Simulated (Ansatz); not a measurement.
C: single-point calculation (part 1 of 3)

C (P6₃mc, 12 atoms in the cell), computed with DFT r2SCAN, scalar-relativistic, plane waves, PAW, spin-polarised (Ansatz 0.2.0).

The structure derives from a Materials Project entry.

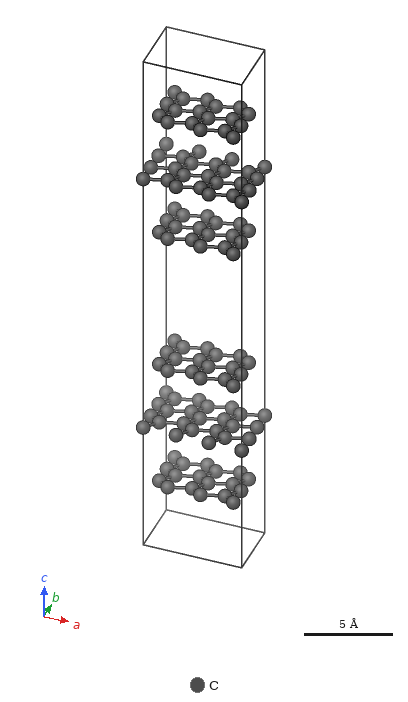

**Figure 1.** The structure (ball-and-stick view of the 3 × 3 repeat of the cell, with the vacuum cut short, seen slightly off an axis). An atom can appear more than once, as a periodic image. Near neighbours in the periodic cell (some may lie outside the picture): C has 3 C at 1.42 Å.

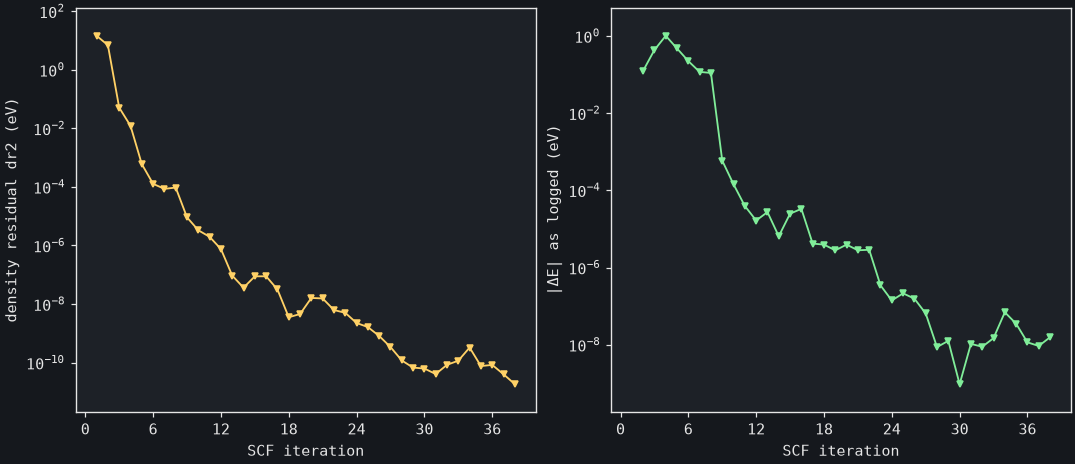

**Figure 2.** Convergence of the self-consistent field: density residual dr2 and size of the energy change against the SCF iteration. The residual falls unevenly and jumps up by a factor of two or more 4 times on the way down.

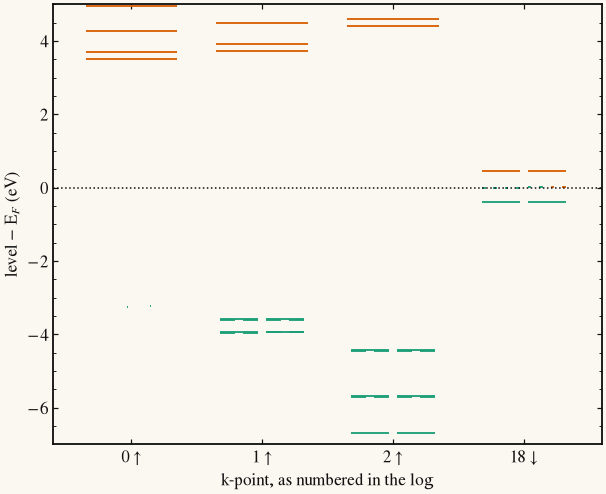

**Figure 3.** Kohn–Sham levels near the Fermi level (dotted) at the few k-points that the log prints; levels within 0.02 eV of each other stand side by side. The system is metallic on the full mesh.

These pictures come from the run below.

### Input
```yaml
crystal:
  lattice:
    - [2.4562499605, 0.0, 0.0]
    - [-1.2281249803, 2.1271748638, 0.0]
    - [0.0, 0.0, 29.4918787]
  atoms:
    - { symbol: C, position: [0.66666667, 0.33333333, 0.9983718], spin: 1.0 }
    - { symbol: C, position: [0.66666667, 0.33333333, 0.49837191], spin: 1.0 }
    - { symbol: C, position: [0.66666667, 0.33333333, 0.73278795], spin: 1.0 }
    - { symbol: C, position: [0.66666667, 0.33333333, 0.23279033], spin: 1.0 }
    - { symbol: C, position: [0.0, 0.0, 0.61583799], spin: 1.0 }
    - { symbol: C, position: [0.33333333, 0.66666667, 0.23278795], spin: 1.0 }
    - { symbol: C, position: [0.0, 0.0, 0.11583799], spin: 1.0 }
    - { symbol: C, position: [0.66666667, 0.33333333, 0.61584001], spin: 1.0 }
    - { symbol: C, position: [0.33333333, 0.66666667, 0.73279033], spin: 1.0 }
    - { symbol: C, position: [0.33333333, 0.66666667, 0.11584001], spin: 1.0 }
    - { symbol: C, position: [0.33333333, 0.66666667, 0.4983718], spin: 1.0 }
    - { symbol: C, position: [0.33333333, 0.66666667, 0.99837191], spin: 1.0 }
basis:
  ecutwfc: 500
kpoints:
  mp_grid: { grid: [12, 12, 1] }
hamiltonian:
  xc: r2scan
scf:
  occupations: { method: gaussian, width: 0.1 }
  lower_state_search: "off"
output:
  forces: true
  stress: true
  eigenvalues: true
  populations: true
magnetization:
  spin_polarized: true
```

Launch command:
```bash
ansatz run input.yaml --threads 2 --pin off --max-ram 5120MiB --backend cpu --events-out ev --progress --plain --runs-dir out
```

### Output
```
Engine: ansatz 0.2.0, x86_64-unknown-linux-gnu
Pseudopotentials: kind: paw
Pseudopotential: C, paw, valence charge 4, recommended cutoff 500 eV (meta_gga), C.paw.azcp
Functional definition: r2SCAN
  parameter k0 = 0.174
  parameter k1 = 0.065
  parameter a1 = 4.9479
  exchange = r2scan_x(k0 = k0, k1 = k1, a1 = a1)
  correlation = r2scan_c
Crystal: 12 atoms, lattice volume = 154.091 Å³
Basis set: ecut = 500 eV, 3989 PW (Γ), exchange–correlation on 72×72×864 points (64 copies of the dense FFT grid, shifted against one another)
Bands: 42, of which v1, the nominal top of the filled ones, is band 24 counted from 1 (23 counted from 0)
Symmetry: 12 space group operations
Space group: P63mc (ITA 186), of the structure as read, at distance tolerance 5.4e-5 Å
Magnetic group: BNS 186.203 (UNI 1433), of the structure as read, at distance tolerance 5.4e-5 Å
k-points: 19 of 144
Non-local potential: C, projectors of the file, l = 0: 2, l = 1: 2, l = 2: 1
PAW form: soft (Blöchl's): semilocal exchange-correlation on the pseudo side does not see the compensation charge
PAW frozen core: C, regenerated for the run's functional (the file was generated under x = pbe(κ = 0.804, μ = 0.2195149727645171), c = pbe(β = 0.06672455060314922))
PAW one-centre angular grid: C, 302 points (default); XC on 239 of its mesh's 2573 points in the sphere
Initial density: superposition of atomic densities (neutral atoms: chi_scale 0, normalization atom)
Starting moments: Σ|m| = 12 μB on 12 of 12 sites
Initial wavefunctions: pseudopotential atomic-orbital guess
Functional: x = r2scan, c = r2scan; τ floored in thin density (d = 2e-4 eV/Å³)
```
